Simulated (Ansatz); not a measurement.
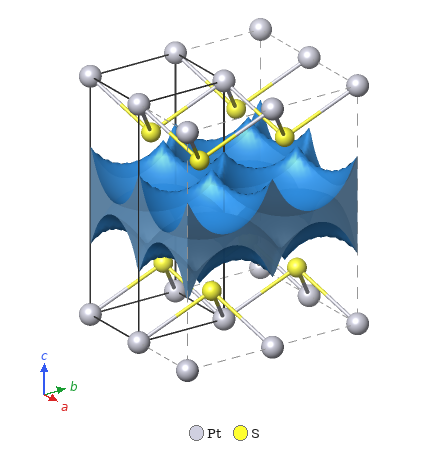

The blue surface encloses the points that the centre of a probe sphere of radius 0.40 Å can occupy in PtS$_{2}$ (P-3m1), computed on a grid of about 0.15 Å (2×2×1 cells shown, view slightly off an axis; pale faces close the region where the box cuts it).

Hard-sphere model; Shannon crystal radii (six-coordinate where tabulated): Pt 0.77 Å, S 1.70 Å.

The cell is taken from coordinates from a relaxation with Ansatz 0.2.0, DFT PBE, scalar-relativistic, plane waves, PAW.

```
CELL_PARAMETERS angstrom
3.57706 0.00000 0.00000
-1.78853 3.09783 0.00000
0.00000 0.00000 6.45840
ATOMIC_POSITIONS crystal
Pt 0.00000 0.00000 0.00000
S 0.66667 0.33333 0.80990
S 0.33333 0.66667 0.19010
```

**Describe the connectivity of the accessible space.**

Where they connect, they form a two-dimensional network in layers parallel to (001).

**What share of the cell can the probe's centre reach?**

About 13 % of the volume (9.2 Å³ of 71.6 Å³).

**Give the largest included and the largest free sphere.**

The largest sphere that fits anywhere has a diameter of 2.35 Å; the largest that can travel through the crystal, about 1.5 Å.

**How does the connectivity change as the probe shrinks?**

Below a radius of about 0.75 Å the space forms a two-dimensional network in layers parallel to (001). Below a radius of about 0.13 Å the space forms a three-dimensional network. These are grid estimates, good to about 0.05 Å.
